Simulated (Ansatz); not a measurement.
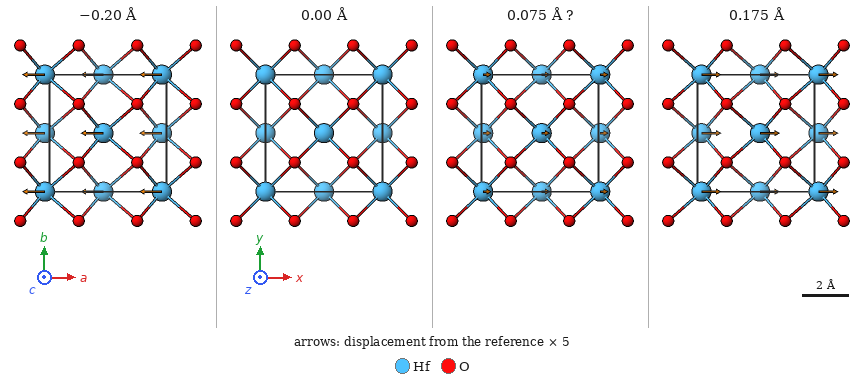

Crystalline HfO₂ (Fm-3m): the whole Hf sublattice is shifted rigidly, along Cartesian [1 0 0], all else fixed. The picture is a ball-and-stick view of the conventional cell (4 times the calculation's cell), seen along the c axis. Orange arrows: displacements from the reference. Lengths and directions refer to the drawn axes.

Level of theory: DFT PBE, scalar-relativistic, plane waves, PAW (Ansatz). Set-up: plane-wave cutoff 420 eV; k-point mesh 8 × 8 × 8; occupations gaussian; smearing width 0.05 eV; no spin polarisation. Energies (free energies at the smearing named) are counted from the cell as listed in its source, which wasn't relaxed.

```tsv
displacement (Å)	energy change (meV/cell)
−0.200	100.2
−0.100	22.1
0.000	0.0
0.025	1.3
0.050	5.3
0.075	?
0.125	35.5
0.150	52.7
0.175	74.1
```

> Fill in the missing row.

A straight line between the two neighbours gives 15.4 meV/cell. A cubic through the four nearest rows (0.025, 0.050, 0.125, 0.150) gives, with Lagrange weights, (−0.3000)(1.3) + (1.0000)(5.3) + (0.5000)(35.5) + (−0.2000)(52.7) = 12.1 meV/cell. The calculation gives 12.2 meV/cell, so the cubic is 0.1 meV/cell too low and the straight line 3.2 meV/cell too high, as the curve bends upwards here.

The whole profile:

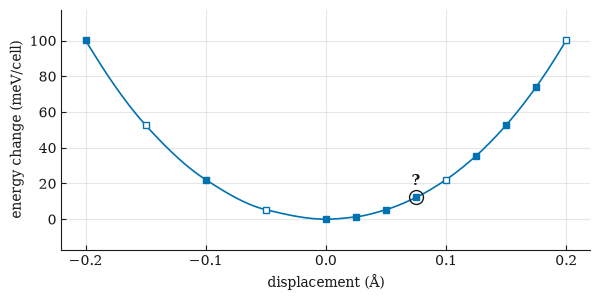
